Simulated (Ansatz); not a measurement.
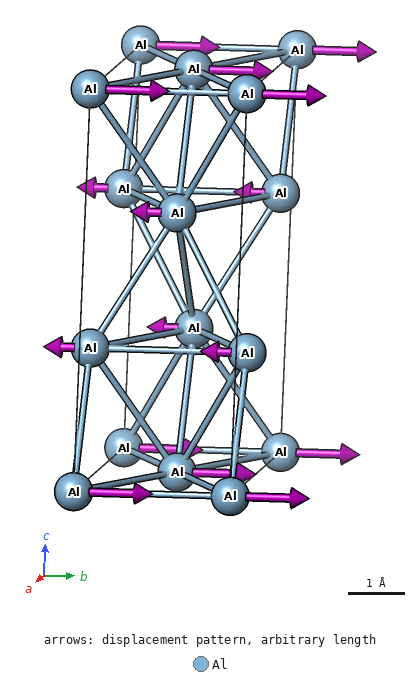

One vibrational mode of crystalline Al (a generated structure) at the zone centre. Displacements are drawn as purple arrows; their common scale and sign are arbitrary. The picture is a ball-and-stick view of the conventional cell (2 times the calculation's cell), seen slightly off an axis. Lengths and directions refer to the drawn axes.

Level of theory: DFT PBE, scalar-relativistic, plane waves, PAW in Ansatz 0.2.0.

Input file:
```yaml
crystal:
  lattice:
    - [2.8532480107, -0.0887678912, -0.1372756586]
    - [-1.3465711904, 2.5173399416, 0.1206257176]
    - [-1.1199826323, -0.9407439784, 7.0943500339]
  atoms:
    - { symbol: Al, position: [0.5549914411, 0.7775036151, 0.3323118231] }
    - { symbol: Al, position: [0.4450085589, 0.2224963849, 0.6676881769] }
    - { symbol: Al, position: [0.0, 0.0, 0.0] }
basis:
  ecutwfc: 420
kpoints:
  mp_grid: { grid: [18, 18, 8] }
hamiltonian:
  xc: pbe
scf:
  occupations: { method: fermi_dirac, width: 0.15 }
output:
  eigenvalues: true
phonons:
  method: dfpt
  eigenvectors: true
```

Launched with:
```bash
ansatz run input.yaml --threads 1 --pin off --max-ram 2560MiB --backend cpu --events-out ev --progress --plain --runs-dir out
```

The frequencies depend somewhat on the k-mesh and the smearing.

**Describe the mode and give its frequency.**

This is a doubly degenerate mode (one member of the set is drawn) at 110 cm⁻¹, the lowest optical level. The Al (2a) sublattice moves against the Al (4i) sublattice, along b.
